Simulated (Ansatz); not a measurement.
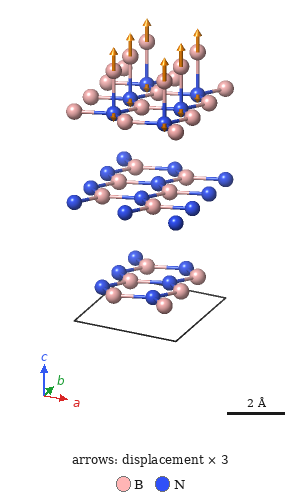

This is a constrained relaxation of a slab of composition B4N3 (cut from the R3m phase). The starting structure is drawn; orange arrows show the displacements, magnified 3 times.

A ball-and-stick model of the 2 × 3 repeat of the cell, outlined in the plane, without the vacuum, seen slightly off an axis.

Case: B put at a top N site. The slab is the (0 0 1) face of BN with B on it. 2 atoms are held fixed.

Computed with DFT PBE+D3(BJ), scalar-relativistic, plane waves, PAW (Ansatz 0.2.0).

Input file:
```yaml
crystal:
  lattice:
    - [2.5061138137, 0.0, 0.0]
    - [-1.2530569069, 2.1703582275, 0.0]
    - [0.0, 0.0, 25.5926876598]
  atoms:
    - { symbol: B, position: [0.6666666667, 0.3333333333, 0.3321261179] }
    - { symbol: "N", position: [0.3333333333, 0.6666666667, 0.3322402185] }
    - { symbol: B, position: [0.3333333333, 0.6666666667, 0.4620997201] }
    - { symbol: "N", position: [0.0, 0.0, 0.4621445588] }
    - { symbol: B, position: [0.0, 0.0, 0.5919331885] }
    - { symbol: "N", position: [0.6666666667, 0.3333333333, 0.5920079078] }
    - { symbol: B, position: [0.6666666667, 0.3333333333, 0.6529628188], spin: 1.0 }
basis:
  ecutwfc: 420
kpoints:
  mp_grid: { grid: [12, 12, 1] }
hamiltonian:
  xc: pbe
  dispersion: d3bj
scf:
  occupations: { method: gaussian, width: 0.05 }
output:
  forces: true
  eigenvalues: true
  populations: true
  write_density: true
  write_potential: true
  elf: true
  volumetric_format: npy
magnetization:
  spin_polarized: true
relax:
  adjacent_minimum: "off"
  f_tol: 0.03
  max_steps: 70
  constraints: [{ sites: [0, 1] }]
efield:
  axis: 3
  dipole_correction: true
  ramp_width: 0.04
```

Launched with:
```bash
ansatz run input.yaml --threads 1 --pin off --max-ram 2560MiB --backend cpu --events-out ev --progress --plain --runs-dir out
```

Which element moves most?

Answer. Boron: up to 0.29 Å, against 0.10 Å for nitrogen.

What happened in the run?

Answer. After 10 geometry steps the energy has fallen by 0.301 eV per cell of the calculation. The largest force component goes from 2.6 to 0.021 eV/Å. The atom that moves furthest is B7 (0.29 Å along the normal (+c)). Largest moves by element: B 0.29 Å, N 0.10 Å. The lattice vectors keep their values. Among the contacts that change: N6–B7 1.560 → 1.952 Å. The program noted that the starting moments weren't kept. The run took 4.8 min on 1 thread of Arm Neoverse V1, on a shared host, peak memory 0.42 GiB.

Limits of the set-up: the periodic images lie only 2.5 Å apart, so the values are limited by the cell's size.
